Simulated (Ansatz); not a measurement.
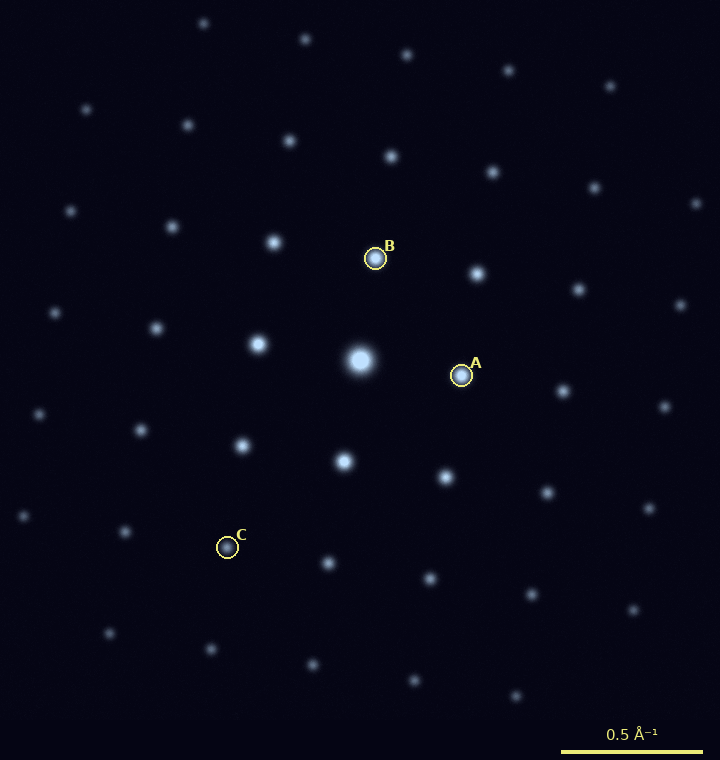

Simulated selected-area electron diffraction pattern (200 kV, kinematic approximation, thin crystal, B = 0.5 Å² for all atoms). The zone axis points towards the electron source and the pattern is seen from the source side.

Crystal: Al, space group Pm-3m (No. 221), a = 2.739 Å. Structure: the input geometry of an electronic-structure calculation (not necessarily at equilibrium); the starting structure was generated, so it need not be a known form of this composition.

Spot A is indexed -1 0 0 and spot B 0 -1 0.

Give hkl for C.

Answer. C = −A − 2B = 1 2 0 (d = 1.225 Å).

Which zone axis is this?

Answer. The cross product of A and B is parallel to [001]; every spot obeys hu + kv + lw = 0.

What are the spacings of A and B and the angle between them?

Answer. d(A) = 2.739 Å, d(B) = 2.739 Å, and the angle is 90.0°.
